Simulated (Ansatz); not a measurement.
GaN (space group Fm-3m, No. 225). Coordinates: a calculation's input that goes back to an entry of the Crystallography Open Database (an earlier step may have relaxed or displaced it).

```cif
data_structure
_symmetry_space_group_name_H-M 'P 1'
_symmetry_Int_Tables_number 1
_cell_length_a 4.2170
_cell_length_b 4.2170
_cell_length_c 4.2170
_cell_angle_alpha 90.000
_cell_angle_beta 90.000
_cell_angle_gamma 90.000
_cell_volume 74.99
loop_
_atom_site_label
_atom_site_type_symbol
_atom_site_fract_x
_atom_site_fract_y
_atom_site_fract_z
_atom_site_occupancy
Ga1 Ga 0.50000 0.00000 0.00000 1
N1 N 0.00000 0.00000 0.00000 1
Ga2 Ga 0.50000 0.50000 0.50000 1
N2 N 0.00000 0.50000 0.50000 1
Ga3 Ga 0.00000 0.00000 0.50000 1
N3 N 0.50000 0.00000 0.50000 1
Ga4 Ga 0.00000 0.50000 0.00000 1
N4 N 0.50000 0.50000 0.00000 1
```

Describe the stacking along [111], with columns A (0, 0), B (1/3, 2/3), C (2/3, 1/3) of the hexagonal mesh spanned by (a − b)/2 and (b − c)/2.

N(A) – Ga(C) – N(B) – Ga(A) – N(C) – Ga(B) (six layers in 7.30 Å).

N layers alone: ABC, the cubic close-packed type.

Ga: three octahedral sites in each hexagonal cell.

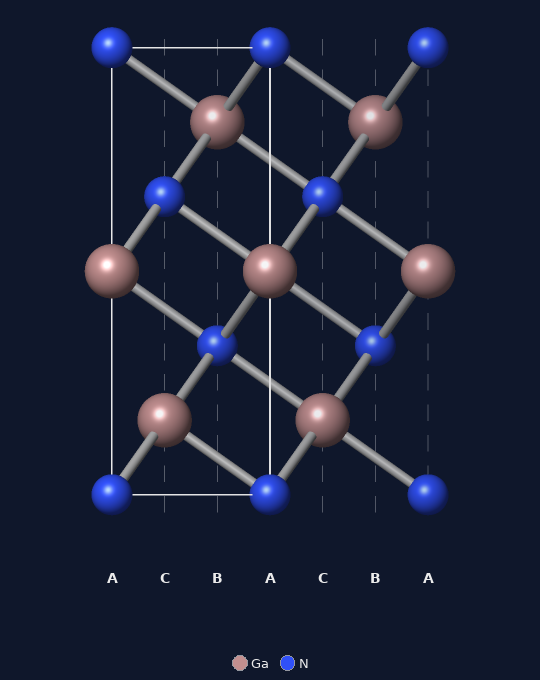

The picture looks along a close-packed row of the hexagonal mesh; [111] points upwards. The dashed lines mark the three columns A (0, 0), B (1/3, 2/3) and C (2/3, 1/3). The box is the hexagonal cell of the face-centred cubic lattice. The sequence starts with the first layer at or above the cell's origin.
